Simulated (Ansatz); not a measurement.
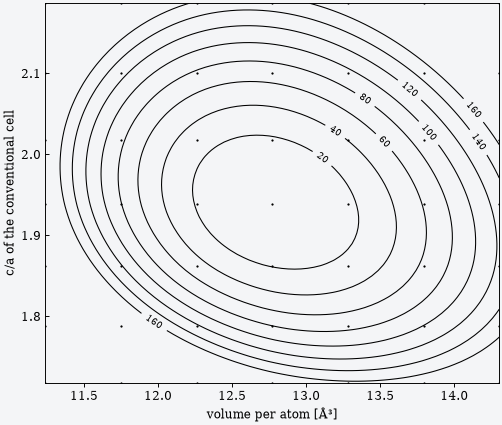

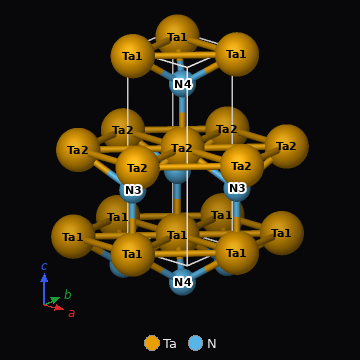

Energy landscape of TaN (P6_3mc, No. 186; 4 atoms in the cell). 
- The energy is mapped over volume and the cell's shape.
- The first coordinate is: volume per atom; the second: c/a of the conventional cell.
- Nothing is relaxed (fractional coordinates fixed).
- The grid has 7 × 7 points.
- Points are written as (first, second).
- All energies are given in meV/atom relative to the lowest grid point.
- Theory: Ansatz 0.2.0, DFT PBEsol, scalar-relativistic, plane waves, PAW. Settings: cutoff 520 eV, k-mesh 18×18×8 in the order of the run's cell vectors, gaussian smearing 0.15 eV, no spin polarisation.

In the figure: contour lines labelled in meV/atom (none above 160), dots at the grid points. Between grid points the surface is interpolated. The second picture is the structure at the lowest point

Q: Summarise what can be read from the map.

A: The lowest grid point is at (12.77 Å³, 1.938). It is the only kind of minimum in the scanned range. The highest grid point, (11.24 Å³, 1.718), lies 516 meV/atom above the lowest. Round the minimum the valley is somewhat tilted: raising volume per atom shifts the best value of c/a of the conventional cell downwards (coupling k₁₂/√(k₁₁k₂₂) about 0.2).

Grid values (meV/atom):

| c/a of the conventional cell ↓, volume per atom → | 11.24 | 11.75 | 12.26 | 12.77 | 13.28 | 13.79 | 14.30 |
| --- | --- | --- | --- | --- | --- | --- | --- |
| 2.187 | 302 | 205 | 157 | 151 | 177 | 230 | 305 |
| 2.101 | 227 | 127 | 77 | 69 | 95 | 148 | 223 |
| 2.018 | 190 | 84 | 30 | 18 | 40 | 91 | 163 |
| 1.938 | 196 | 81 | 19 | 0 | 16 | 61 | 129 |
| 1.862 | 250 | 122 | 49 | 19 | 27 | 63 | 124 |
| 1.789 | 356 | 211 | 122 | 80 | 75 | 100 | 151 |
| 1.718 | 516 | 351 | 243 | 184 | 163 | 174 | 212 |

The whole map (49 points run) took 18 min on 2 threads of Arm Neoverse N1 (shared host).

PAW datasets: the set soft_1.
